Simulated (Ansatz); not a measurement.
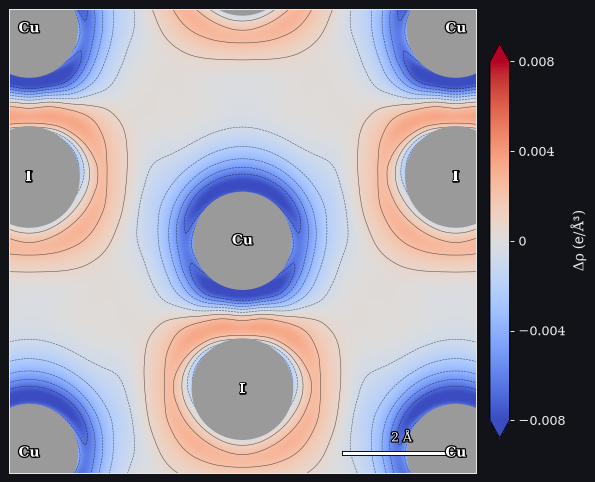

CuI: difference of two self-consistent densities at the same geometry, ρ(r2SCAN) − ρ(PBE), on the (001) plane of the conventional cell. Grey discs cover the cores, where the PAW densities can't be compared. Cores are masked to 0.9 Å (Cu) and 0.9 Å (I).

Space group Cmcm. Spin-orbit coupling, left out here, splits and shifts the levels of such heavy elements, by tenths of an eV up to several eV. The cell comes from a database of computed structures, not from a measurement.

Both runs: Ansatz, scalar-relativistic, plane waves and PAW, same cutoff, k-points and PAW files (made with PBE).

> What differs between the two levels of theory?

Against PBE, and outside the masked cores, the largest gain, 0.005 e/Å³, lies 1.1 Å from an iodine nucleus and 1.7 Å from a copper one, and the largest loss lies at the edge of the masked core of Cu.
- Bader charges are Cu +0.29 and I −0.29 e with PBE and Cu +0.34 and I −0.34 e with r2SCAN.
- At this volume the pressure is 1 GPa with PBE and 0 GPa with r2SCAN.
- The gap on the mesh is 1.02 eV with PBE and 1.40 eV with r2SCAN.
